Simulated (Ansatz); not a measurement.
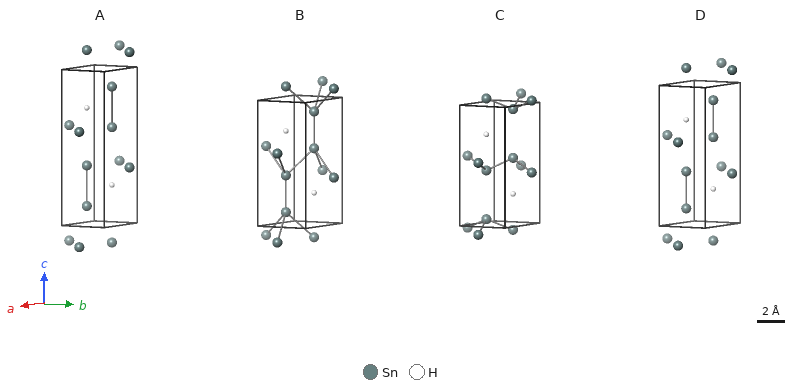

4 geometries from one relaxation of a crystal of Sn$_{2}$H (a generated structure, set up in P6_3/mmc) (coarse preliminary run), in shuffled order. A ball-and-stick model of the cell of the calculation, seen from a free direction.

Theory: DFT PBE, scalar-relativistic, plane waves, PAW in Ansatz 0.2.0. (plane-wave cutoff 420 eV; k-point mesh 6 × 6 × 2; occupations gaussian; smearing width 0.1 eV; no spin polarisation; cell and atoms relaxed; force threshold 0.04 eV/Å; at most 70 steps)

> Order the frames from highest to lowest energy.

C, B, D, A. They are steps 0, 4, 8, 17, at +2315 meV per atom, +184 meV per atom, +96.7 meV per atom relative to the last. The largest moves relative to the cell, 0.86 Å, are those of Sn atoms. H stays in place. The volume changes by +14.1 %, with a = b 3.615 → 3.398 Å (−6.0 %), c 9.299 → 12.015 Å (+29.2 %). Some distances before and after: Sn–Sn 2.270 → 3.483 Å, Sn–Sn 3.758 → 3.129 Å. New bonds form: Sn–Sn (3.76 → 3.13 Å). Bonds break: Sn–Sn (2.27 → 3.48 Å). The space group stays P6_3/mmc (No. 194). The energy falls by 2315 meV per atom in 14 accepted moves (17 points after the start). Largest force component: 10 eV/Å at the start, 0.029 eV/Å at the end. The pressure goes from 64.41 to −0.02 GPa. The line search rejected the trial step at point 11 of the run. At 2 points the geometry stayed and the basis and grid were re-selected for the new cell (energy shift of 12.6 meV per atom at most each time). The run took 74 s on 1 thread of Intel(R) Xeon(R) Processor @ 2.70GHz, on a shared host, peak memory 0.41 GiB.
